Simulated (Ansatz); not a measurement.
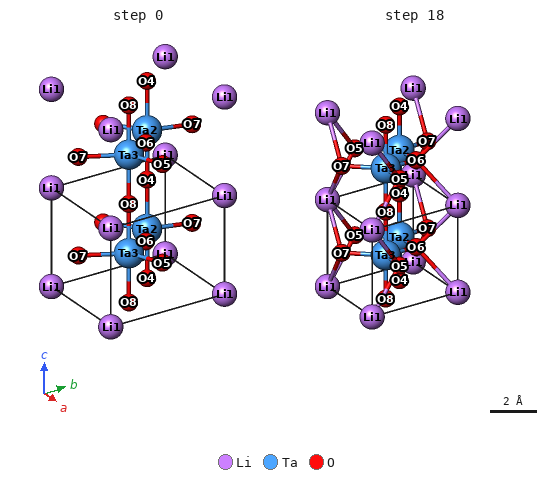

The structure of a crystal of LiTa$_{2}$O$_{5}$ (a generated structure, set up in P-62m) (coarse preliminary run) before (left) and after (right) a relaxation, at one scale.

Style: ball-and-stick. Shown: the cell of the calculation, repeated 1 × 1 × 2 with one cell outlined, slightly off an axis.

The calculation used DFT PBE, scalar-relativistic, plane waves, PAW (Ansatz 0.2.0).

Input file:
```yaml
crystal:
  lattice:
    - [7.66307906, 0.0, 0.0]
    - [-3.83153953, 6.63642114, 0.0]
    - [0.0, 0.0, 4.42790181]
  atoms:
    - { symbol: Li, position: [0.0, 0.0, 0.0] }
    - { symbol: Ta, position: [0.33333333, 0.66666667, 0.5] }
    - { symbol: Ta, position: [0.66666667, 0.33333333, 0.5] }
    - { symbol: O, position: [0.33333333, 0.66666667, 0.0] }
    - { symbol: O, position: [0.0, 0.45432645, 0.5] }
    - { symbol: O, position: [0.54567355, 0.54567355, 0.5] }
    - { symbol: O, position: [0.45432645, 0.0, 0.5] }
    - { symbol: O, position: [0.66666667, 0.33333333, 0.0] }
basis:
  ecutwfc: 420
kpoints:
  mp_grid: { grid: [3, 3, 4] }
hamiltonian:
  xc: pbe
scf:
  occupations: { method: gaussian, width: 0.1 }
  lower_state_search: "off"
output:
  forces: true
  stress: true
  eigenvalues: true
relax:
  adjacent_minimum: "off"
  f_tol: 0.04
  max_steps: 70
  cell: { stress_tol: 0.4 }
```

Command:
```bash
ansatz run input.yaml --threads 1 --pin off --max-ram 2560MiB --backend cpu --events-out ev --progress --plain --runs-dir out
```

> Summarise the run.

The largest moves relative to the cell, 0.78 Å, are those of O5, O6 and O7. O6 goes along [1 1 0]. Ta and Li stay in place. The drawn cell changes as follows: a = b 7.663 → 5.774 Å (−24.7 %), c 4.428 → 3.902 Å (−11.9 %); the volume changes by −50.0 %. Among the contacts that change: Li1–O5 4.126 → 2.684 Å, Ta2–Ta3 4.424 → 3.334 Å, Ta2–O5 2.240 → 1.966 Å, Ta2–O4 2.214 → 1.951 Å. Among the angles between lasting bonds that change: Ta2–O6–Ta3 162.0° → 115.9°. The space group stays P-62m (No. 189). After 16 accepted moves (18 points after the start) the energy has fallen by 1119 meV per atom. Largest force component: 1.1 eV/Å at the start, 0.00047 eV/Å at the end. Pressure: −22.73 GPa at the start and −0.02 GPa at the end. At 2 points the geometry stayed and the basis and grid were re-selected for the new cell (energy shift of 4.0 meV per atom at most each time). Cost: 2.1 min on 1 thread of Arm Neoverse V2, on a shared host, peak memory 0.42 GiB.

Limits of the set-up: an odd number of electrons was run without spin polarisation, which fails if the electron would localise.
